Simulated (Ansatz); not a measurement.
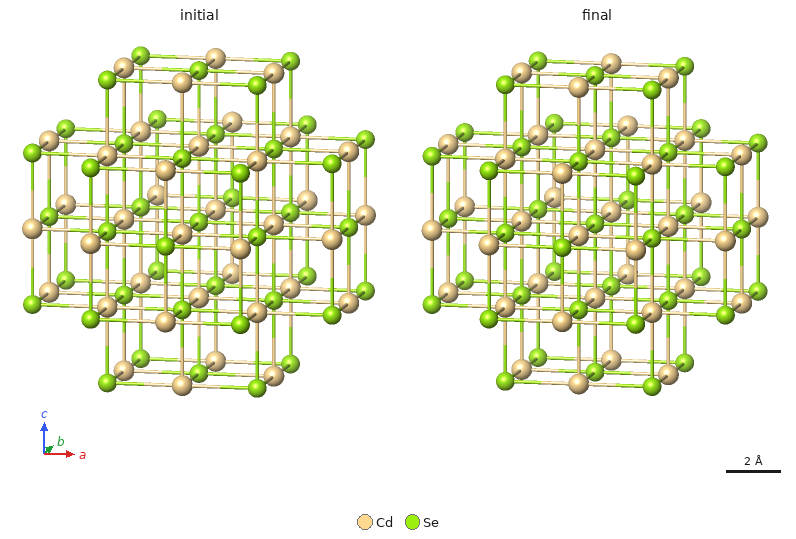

The structure of solid CdSe (set up in Fm-3m) before (left) and after (right) a relaxation, at one scale.

The picture is a ball-and-stick view of the conventional cell (4 times the calculation's cell), seen slightly off an axis. Lengths and directions refer to the drawn axes.

The run lets cell and atoms move.

Theory: Kohn-Sham DFT of a periodic cell, PBEsol, Ansatz PAW in Ansatz.

Input
```yaml
crystal:
  lattice:
    - [0.0, 2.873958, 2.873958]
    - [2.873958, 0.0, 2.873958]
    - [2.873958, 2.873958, 0.0]
  atoms:
    - { symbol: Cd, position: [0.0, 0.0, 0.0] }
    - { symbol: Se, position: [0.5, 0.5, 0.5] }
hamiltonian:
  xc: pbesol
  pseudopotentials: { kind: paw }
kpoints:
  mp_grid: { grid: [8, 8, 8] }
scf:
  occupations: { method: fermi_dirac, width: 0.05 }
output:
  forces: true
  stress: true
  eigenvalues: true
  write_density: true
  write_potential: true
  elf: true
  volumetric_format: npy
relax:
  f_tol: 0.01
  max_steps: 40
  cell: { stress_tol: 0.05 }
```

Run as
```bash
ansatz run input.yaml --threads 2 --pin off --max-ram 5632MiB --backend cpu --events-out ev --progress --plain --runs-dir out
```

### Summarise the run.

After 3 accepted moves (4 points after the start) the energy has fallen by 37.0 meV per cell of the calculation. All forces vanish by symmetry, so only the cell relaxes. Pressure: −3.84 GPa at the start and −0.01 GPa at the end. The SCF was repeated once at an unchanged geometry on a basis and grid sized afresh for the cell, which shifted the energy by 0.6 meV per cell of the calculation at most. The atoms keep their places relative to the cell (all moves are under 0.005 Å). The drawn cell changes as follows: a = b = c 5.748 → 5.628 Å (−2.1 %); the volume changes by −6.1 %. Some distances before and after: Cd–Se 2.874 → 2.814 Å. The space group stays Fm-3m (No. 225).
